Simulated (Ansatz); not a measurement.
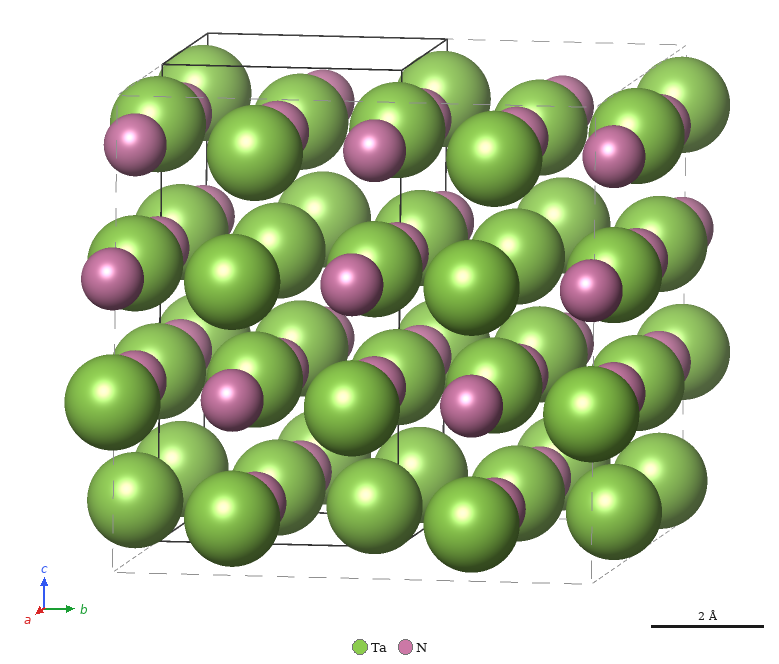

Spheres-only drawing of the structure, looking slightly off an axis. A block of 2×2×1 cells is shown, with one conventional unit cell in solid outline. Cell: a = 4.357 Å, b = 4.357 Å, c = 8.556 Å, α = 90.00°, β = 92.92°, γ = 90.00°.

Characterise what is shown.

Formula: Ta₄N₃. Its lattice is primitive monoclinic, its space group Pm (No. 6). The cell has 14 atoms, namely 8 Ta, 6 N.

The initial geometry was a structure listed in the Materials Project. The cell was then strained or its atoms displaced on purpose. Ansatz was used for an electronic-structure calculation on it.

At this level of theory the run's own cell isn't at rest (forces up to 1.5 eV/Å), so its distances can differ from those at equilibrium, the more so the softer the solid.
